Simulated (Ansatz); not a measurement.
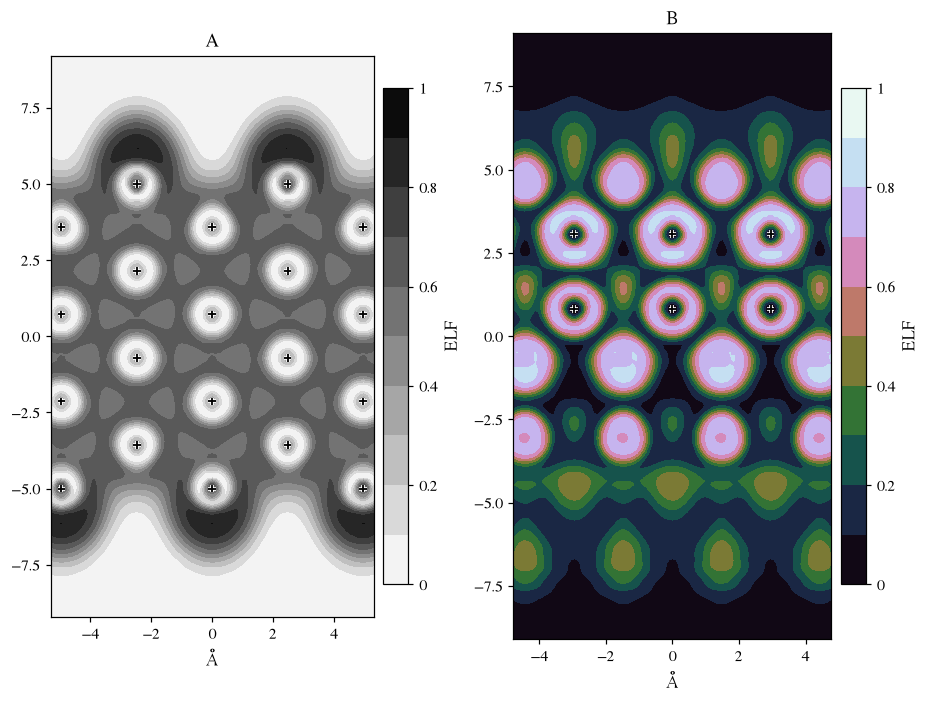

The ELF of 2 systems, each on a plane through atoms (crosses mark nuclei in the plane).

The calculation used DFT PBE, scalar-relativistic, plane waves, PAW in Ansatz.

System 1: TaN (slab), the (010) plane of the calculation cell, a cut from vacuum to vacuum. 

System 2: Al (slab), the (110) plane of the calculation cell, a cut from vacuum to vacuum. 

```
Al
1.0
     2.85715    0.00000    0.00000
     0.00000    4.04062    0.00000
     0.00000    0.00000   25.00003
Al
8
Direct
  0.50000 0.50000 0.30000
  0.00000 0.00000 0.35714
  0.50000 0.50000 0.41429
  0.00000 0.00000 0.47143
  0.50000 0.50000 0.52857
  0.00000 0.00000 0.58571
  0.50000 0.50000 0.64286
  0.00000 0.00000 0.70000
```

Question: Which map belongs to which system?

Answer: Panel A is system 2, Al: the plane holds Al. Al–Al (2.86 Å): the ELF peaks at about 0.65 between the atoms. Panel B is system 1, TaN: the plane holds Ta and N.
